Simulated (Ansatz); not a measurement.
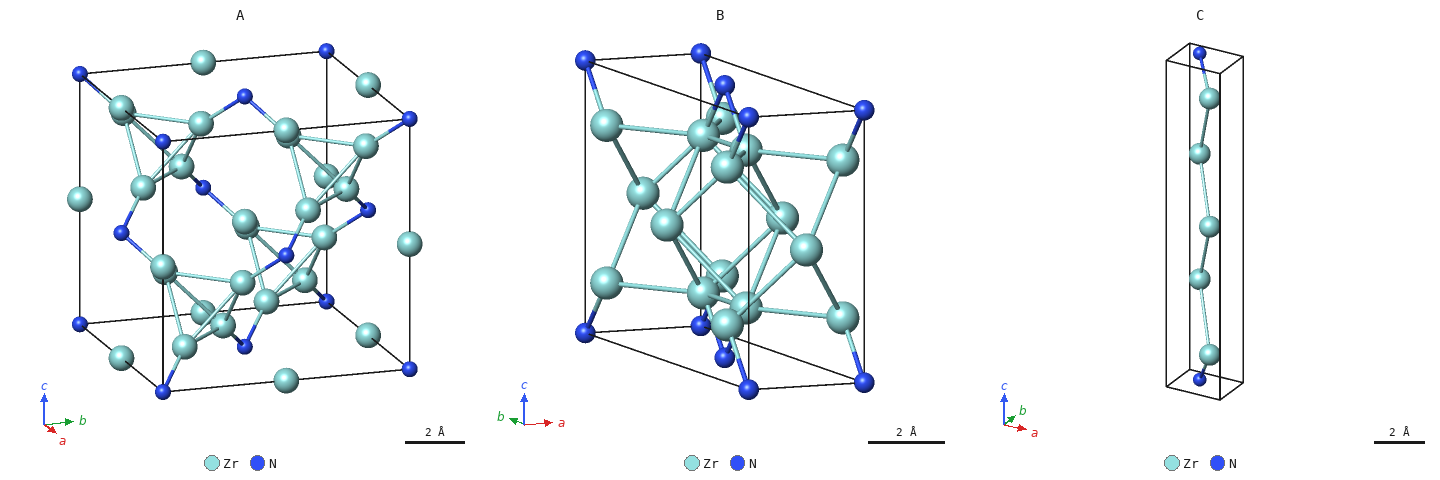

Three structures of Zr₅N, each relaxed to rest (conventional cells in solid outline, small ones repeated, each panel with its own scale). Method: DFT PBE, scalar-relativistic, plane waves, PAW (Ansatz), without spin polarisation.

> Give the type and space group of each panel.

A: 24 atoms a cell on a face-centred cubic lattice, F-43m; B: 12 atoms a cell on a base-centred orthorhombic lattice, Cmmm; C: 6 atoms a cell on a primitive hexagonal lattice, P-6m2.

> Which of these is lowest in energy, and how far above it do the others lie?

C, then B (+350 meV/atom) and A (+893 meV/atom), energies at zero smearing.

> Collect the results in a table.

| panel | structure | E − E(lowest) (meV/atom) | volume (Å³/atom) | gap (eV) |
| --- | --- | --- | --- | --- |
| C | P-6m2 | 0 | 19.8 | metal |
| B | Cmmm | 350 | 22.8 | metal |
| A | F-43m | 893 | 29.5 | metal |

Some of these may be structure types tried for this composition rather than known phases, and the most stable form need not be among them. Gaps are taken on the k-mesh or band path of each run.
